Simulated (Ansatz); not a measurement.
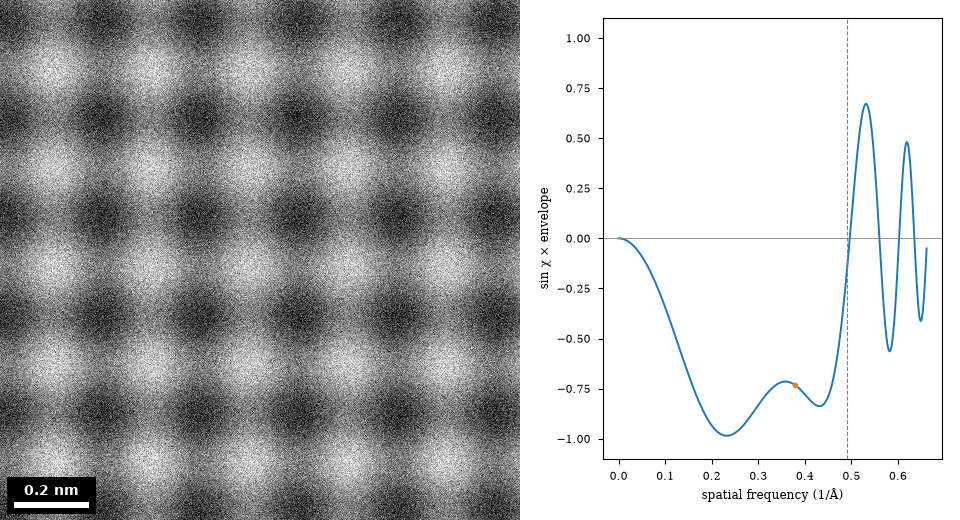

Phase-contrast TEM-like image of W (Pm-3m, No. 221) along [001]. Simulated in the weak-phase-object approximation with neutral-atom potentials: 200 kV, Cs = 0.60 mm, defocus −465 Å (negative is underfocus), defocus spread 40 Å, aperture 0.49 1/Å. Shot noise was added. Atomic positions: the geometry relaxed with DFT, revPBE, plane waves (420 eV) with PAW, scalar-relativistic (Ansatz 0.2.0); the starting structure was generated, so it need not be a known form of this composition.

The plot gives the contrast transfer function, the aperture (dashed) and the crystal's spatial frequencies that carry visible contrast (dots).

What point resolution do these settings give, and which lattice spacings pass?

About 2.1 Å (0.66 |Cs|^(1/4) λ^(3/4) with λ = 0.0251 Å). The spacings that carry visible contrast are {100} at 2.65 Å.

Do the atom columns appear dark or bright, and why?

Dark. With positive Cs and underfocus sin χ is negative over the pass band, so the strongest columns (W) come out darker than the background.
